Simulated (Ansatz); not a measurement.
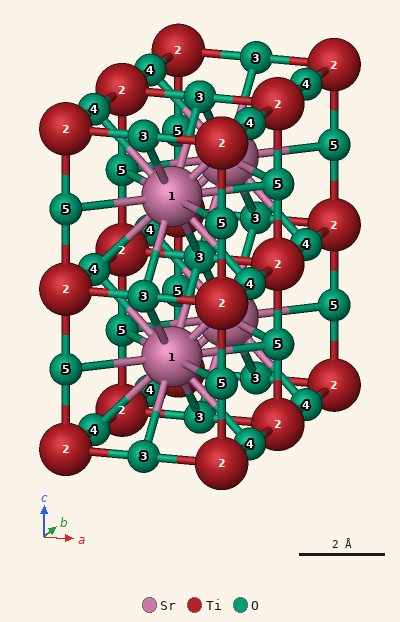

Fig. 1: The structure as given in the input (ball-and-stick view of the cell of the calculation, repeated 1 × 2 × 2, seen slightly off an axis; atoms are numbered from 1 in the order of the input). An atom can appear more than once, as a periodic image.

SrTiO3: band-structure calculation

- system: SrTiO3 (Pm-3m, 5 atoms in the cell)
- method: DFT PBE, scalar-relativistic, plane waves, PAW, no spin polarisation (Ansatz 0.2.0)

The structure derives from an entry of the Crystallography Open Database. Figures and captions count atoms from 1; the log counts them from 0 in places.

### Input
```yaml
crystal:
  lattice:
    - [3.936404118, 0.0, 0.0]
    - [0.0, 3.936404118, 0.0]
    - [0.0, 0.0, 3.936404118]
  atoms:
    - { symbol: Sr, position: [0.5, 0.5, 0.5] }
    - { symbol: Ti, position: [0.0, 0.0, 0.0] }
    - { symbol: O, position: [0.5, 0.0, 0.0] }
    - { symbol: O, position: [0.0, 0.5, 0.0] }
    - { symbol: O, position: [0.0, 0.0, 0.5] }
basis:
  ecutwfc: 420
kpoints:
  mp_grid: { grid: [8, 8, 8] }
  band_path:
    path:
      - [[0.0, 0.0, 0.0], [0.0, 0.5, 0.0], [0.5, 0.5, 0.0], [0.0, 0.0, 0.0], [0.5, 0.5, 0.5], [0.0, 0.5, 0.0]]
      - [[0.5, 0.5, 0.5], [0.5, 0.5, 0.0]]
    npoints: 14
hamiltonian:
  xc: pbe
scf:
  occupations: { method: gaussian, width: 0.02 }
  n_extra_bands: 12
output:
  forces: true
  stress: true
  eigenvalues: true
  populations: true
  dos: { projected: true, de: 0.02, nscf_kmesh: { grid: [12, 12, 12] } }
  bader: true
  write_density: true
  write_potential: true
  elf: true
  volumetric_format: npy
```

Launched with:
```bash
ansatz run input.yaml --threads 2 --pin off --max-ram 5120MiB --backend cpu --events-out ev --progress --plain --runs-dir out
```

### What the program printed
```
scf.n_extra_bands = 12 over 20 filled bands (N_el = 40.0): the run solves 32 bands
Engine: ansatz 0.2.0, x86_64-unknown-linux-gnu
Pseudopotentials: kind: paw
Pseudopotential: Sr, paw, valence charge 10, recommended cutoff 420 eV (normal), Sr.paw.azcp
Pseudopotential: Ti, paw, valence charge 12, recommended cutoff 420 eV (normal), Ti.paw.azcp
Pseudopotential: O, paw, valence charge 6, recommended cutoff 420 eV (normal), O.paw.azcp
Functional definition: PBE
  parameter kappa = 0.804
  parameter beta = 0.06672455060314922
  exchange = pbe_x(kappa = kappa, mu = beta*pi^2/3)
  correlation = pbe_c(beta = beta)
Crystal: 5 atoms, lattice volume = 60.996 Å³
Basis set: ecut = 420 eV, 1213 PW (Γ), exchange–correlation on 54×54×54 points (8 copies of the dense FFT grid, shifted against one another)
Bands: 32, of which v1, the nominal top of the filled ones, is band 20 counted from 1 (19 counted from 0)
Symmetry: 48 space group operations
Space group: Pm-3m (ITA 221), of the structure as read, at distance tolerance 3.9e-5 Å
k-points: 35 of 512
Non-local potential: Sr, projectors of the file, l = 0: 3, l = 1: 2, l = 2: 2
Non-local potential: Ti, projectors of the file, l = 0: 3, l = 1: 2, l = 2: 3, l = 3: 1
Non-local potential: O, projectors of the file, l = 0: 2, l = 1: 2, l = 2: 1
PAW form: soft (Blöchl's): semilocal exchange-correlation on the pseudo side does not see the compensation charge
PAW one-centre angular grid: Sr, 110 points (default); XC on 64 Gauss nodes
PAW one-centre angular grid: Ti, 590 points (default); XC on 64 Gauss nodes
PAW one-centre angular grid: O, 110 points (default); XC on 64 Gauss nodes
Initial density: superposition of atomic densities (neutral atoms: chi_scale 0, normalization atom), corrected by the library's trained network
Initial wavefunctions: pseudopotential atomic-orbital guess
Functional: x = pbe(κ = 0.804, μ = 0.2195149727645171), c = pbe(β = 0.06672455060314922)
SCF iter   1: F=—  HF=-7754.482848 eV  |F-HF|=—  |Δ(HF+E_count)|=         —  Δρ=2.87e-3  dr2=4.68e-3  ethr=1.77e-3  ⟨swp⟩=7.1  Hψ=5822  notcnv=0  defer=22
preconditioner: auto → Resta (q_TF=auto, 2.543 Å⁻¹)  ε∞=4.1  [insulator: Δε(μ)=1.822 eV  Ē_g=14.842 eV  σ=0.020 eV  W_gap=1.00  n_scr=18 (ndim 8)  ℏωp=26.0 eV  f_vac=0.001  D(μ)=0.00/eV (n_scr^D=0)  ε∞_Penn≈4.1]
SCF iter   2: F=—  HF=-7754.486965 eV  |F-HF|=—  |Δ(HF+E_count)|=   4.12e-3  Δρ=1.62e-3  dr2=1.33e-3  ethr=1.17e-5  ⟨swp⟩=2.5  Hψ=2055  notcnv=0  defer=212
SCF iter   3: F=—  HF=-7754.486845 eV  |F-HF|=—  |Δ(HF+E_count)|=   1.20e-4  Δρ=9.26e-4  dr2=4.73e-4  ethr=3.34e-6  ⟨swp⟩=1.6  Hψ=1076  notcnv=0  defer=212
SCF iter   4: F=—  HF=-7754.486807 eV  |F-HF|=—  |Δ(HF+E_count)|=   3.75e-5  Δρ=1.08e-4  dr2=4.57e-6  ethr=1.18e-6  ⟨swp⟩=2.0  Hψ=1201  notcnv=0  defer=212
SCF iter   5: F=—  HF=-7754.487484 eV  |F-HF|=—  |Δ(HF+E_count)|=   6.77e-4  Δρ=2.71e-5  dr2=2.72e-7  ethr=1.14e-8  ⟨swp⟩=2.1  Hψ=1584  notcnv=0  defer=212
SCF iter   6: F=—  HF=-7754.487484 eV  |F-HF|=—  |Δ(HF+E_count)|=   1.14e-7  Δρ=1.24e-5  dr2=1.55e-7  ethr=2.50e-10  ⟨swp⟩=14.6  Hψ=8167  notcnv=0
SCF iter   7: F=-7754.487484 eV  HF=-7754.487484 eV  |F-HF|=5.46e-8  |Δ(HF+E_count)|=   2.41e-8  Δρ=8.26e-6  dr2=6.33e-8  ethr=2.50e-10  ⟨swp⟩=8.2  Hψ=5492  notcnv=0
SCF 1 converged in 7 iterations: F = -7754.487484 eV  dr2 = 6.33e-8
  greatest PAW one-centre occupation: 0.999 electrons in one spin orbital (limit 2), on the Ti atom at site 1 (counted from 0), in its partial waves of l = 0
NSCF: frozen V_eff on 86 k-points
NSCF: frozen V_eff on 84 k-points
SCF converged after 7 iterations
Free energy (F): -7754.487484 eV
Harris-Foulkes:  -7754.487484 eV  (|F-HF|=5.46e-8)
Internal energy: -7754.487484 eV  (E = F + TS)
E sigma→0 (E₀):  -7754.487484 eV
Fermi energy:    10.580448 eV
--- Per-component energies (eV) ---
  E_band       = -218.250252
  E_kinetic    = 1045.754060
  E_local      = -2414.582534  (includes V_loc(G=0)·N_el)
  E_nonlocal   = 347.834606
  E_hartree    = 844.068096
  E_xc         = -495.951960
  E_vxc        = -571.539032  (∫ρ·V_xc dr)
  E_paw        = -4213.381417  (= ΣΔE_a)
  E_vpaw       = -313.869635  (= ΣTr[D̂ρ^β])
  E_aug_tail   = 0.007474  (compensation charges beyond the density's cutoff)
  E_ewald      = -2868.235809
  E_smearing   = -0.000000  (= −TS)
  E_closure    = -0.000000  (closes the sum)
  Σ components = -7754.487484   (vs F -7754.487484, Δ=0.00e0)
--- Forces (eV/Å), atoms counted from 1 ---
  atom   1  Sr     0.00000000    -0.00000000    -0.00000000
  atom   2  Ti    -0.00000000     0.00000000    -0.00000000
  atom   3  O      0.00000000    -0.00000000    -0.00000000
  atom   4  O      0.00000000     0.00000000     0.00000000
  atom   5  O      0.00000000     0.00000000     0.00000000
  max |Σ_I F_I| component: 3.75e-29 eV/Å
--- Stress (GPa, compression-positive) ---
        0.008761       0.000000       0.000000
        0.000000       0.008761       0.000000
        0.000000       0.000000       0.008761
  P = ⅓ Tr σ = 0.0088 GPa (0.088 kbar)
--- Band table (eV; the first three rows and the last of 35) ---
  k-point 0: bands = ["-46.8331", "-23.1298", "-23.0783", "-23.0783", "-23.0783", "-7.6711", "-6.7083", "-6.7083", "-5.1173", "-5.1173", "-5.1173", "6.8676", "6.8676", "6.8676", "8.5276", "8.5276", "8.5276", "9.3010", "9.3010", "9.3010", "11.5014", "11.5014", "11.5014", "13.8376", "13.8376", "15.0708", "15.0708", "15.6692", "17.9672", "17.9672", "17.9672", "25.1046"]
  k-point 1: bands = ["-46.8329", "-23.1512", "-23.0779", "-23.0779", "-23.0630", "-7.6753", "-6.7156", "-6.7030", "-5.1111", "-5.1111", "-5.0178", "6.6699", "6.8602", "6.8602", "8.3321", "8.3321", "8.3978", "8.8401", "9.2061", "9.2061", "11.5232", "11.8370", "11.8370", "13.8398", "14.2901", "15.3146", "15.3368", "16.0373", "17.9204", "18.1129", "18.1129", "24.8658"]
  k-point 2: bands = ["-46.8325", "-23.1874", "-23.0769", "-23.0769", "-23.0415", "-7.7313", "-6.6901", "-6.6476", "-5.0958", "-5.0958", "-4.8099", "6.1740", "6.8487", "6.8487", "7.9087", "7.9087", "8.0209", "8.1127", "9.0670", "9.0670", "11.5770", "12.5157", "12.5157", "13.8437", "15.1037", "15.9525", "15.9764", "17.0461", "17.8059", "18.4657", "18.4657", "24.1612"]
  k-point 34: bands = ["-46.8298", "-23.1355", "-23.1355", "-23.1355", "-23.0755", "-6.3858", "-6.3858", "-6.3858", "-5.3593", "-5.3593", "-5.3593", "5.0884", "5.5864", "5.5864", "6.0060", "6.0060", "6.0060", "9.6595", "9.6595", "9.6595", "13.9975", "13.9975", "13.9975", "16.5428", "16.5428", "16.5428", "17.7936", "17.7936", "19.2453", "19.2453", "19.6911", "23.6749"]
--- Löwdin populations: 5 sites ---
  site symbol       q [e]
     0     Sr      8.2714
     1     Ti     10.7955
     2      O      6.8737
     3      O      6.8737
     4      O      6.8737
  spilling = 0.007804 (of n_electrons = 40.000000)
--- Bader charges: 5 sites ---
  site symbol  charge [e]  shift [e]
     0     Sr      1.5966     0.0000
     1     Ti      2.2378     0.0036
     2      O     -1.2781     0.0012
     3      O     -1.2781     0.0012
     4      O     -1.2781     0.0012
  estimated error of the sums over rays = 3.7e-4 e
```

### File bader_charges.tsv
```
# site	symbol	x_ang	y_ang	z_ang	partial_charge_e	electrons	volume_ang3	relative_density_drop	shared_charge_e	partial_wave_shift_e
# quadrature_error_electrons = 3.7e-4
0	Sr	1.9682	1.9682	1.9682	1.59656	36.40344	15.90	-	1.59656	0.00000
1	Ti	0.0000	0.0000	0.0000	2.23783	19.76217	6.93	-	2.23783	0.00362
2	O	1.9682	0.0000	0.0000	-1.27813	9.27813	12.72	-	-1.27813	0.00121
3	O	0.0000	1.9682	0.0000	-1.27813	9.27813	12.72	-	-1.27813	0.00121
4	O	0.0000	0.0000	1.9682	-1.27813	9.27813	12.72	-	-1.27813	0.00121
```

### File populations.tsv
```
# site	symbol	l	j	q
# orbitals = lowdin
# n_electrons = 40.000000
# spilling = 0.007804
0	Sr	0_4S	-	1.958220
0	Sr	0_5S	-	0.336703
0	Sr	1_4P	-	5.976430
1	Ti	0_3S	-	1.914191
1	Ti	0_4S	-	0.490723
1	Ti	1_3P	-	5.987679
1	Ti	2_3D	-	2.402919
2	O	0_2S	-	1.790944
2	O	1_2P	-	5.082721
3	O	0_2S	-	1.790944
3	O	1_2P	-	5.082721
4	O	0_2S	-	1.790944
4	O	1_2P	-	5.082721
```

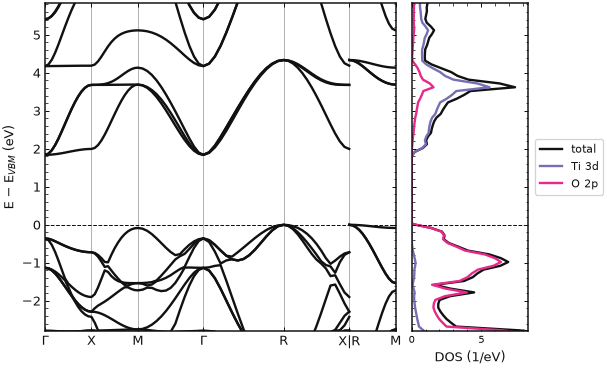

Fig. 2: Band structure along Γ–X–M–Γ–R–X|R–M and density of states (projected on Löwdin-orthogonalised atomic shells), with energies from the valence-band top. There is a gap of 1.84 eV on this path, indirect, from R to Γ.

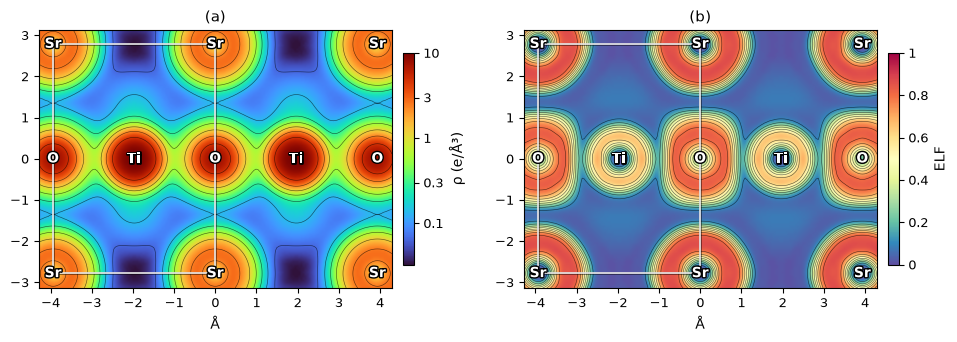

Fig. 3: (a) valence pseudo-density; (b) ELF on the (011) plane of the conventional cell. The section cuts through Sr, Ti and O sites. Ti–O (1.97 Å): ρ is about 0.68 e/Å³ halfway; the ELF is about 0.20 at the midpoint. Sr–O (2.78 Å): ρ at the midpoint is about 0.14 e/Å³; the ELF is about 0.05 at the midpoint, which marks ionic bonding with no shared pair. Away from the nuclei the density in this plane falls to 0.03 e/Å³ at its lowest. The strong features right at Sr and Ti lie inside the PAW spheres (semicore, d or f shells) and say nothing about bonding. In a PAW calculation such maps are meaningful between the atoms, not at the nuclei.

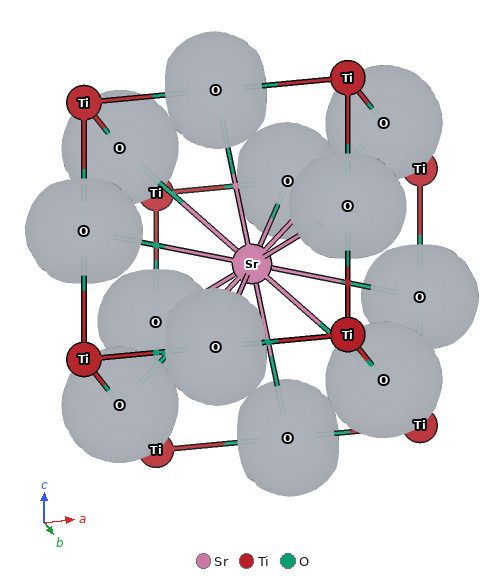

Fig. 4: Isosurface of the ELF at 0.75 (grey), seen at an oblique angle. Core shells and regions of very low density are left out. Sticks mark near contacts. The outline is the cell set on symmetry axes. Profiles from the grid: Ti–O (1.97 Å): the ELF is about 0.20 at the midpoint.

### Summary

```json
{"quantity": "outcome", "value": "converged"}
{"quantity": "space group (tolerance 0.01 Å)", "value": "Pm-3m (221)"}
{"quantity": "electrons treated", "value": "40"}
{"quantity": "free energy", "value": "−7754.4875 eV"}
{"quantity": "Fermi energy", "value": "10.580 eV"}
{"quantity": "gap on the k-point mesh", "value": "1.84 eV"}
{"quantity": "gap on the band path", "value": "1.84 eV"}
{"quantity": "pressure", "value": "0.01 GPa"}
{"quantity": "largest force (length of the vector)", "value": "under 0.001 eV/Å"}
{"quantity": "hardware", "value": "2 threads of Intel Xeon @ 2.50GHz (Skylake/Cascade Lake), 189 GiB of memory available, shared host"}
{"quantity": "wall time", "value": "51 s (CPU time 100 s)"}
{"quantity": "peak memory", "value": "0.41 GiB"}
```
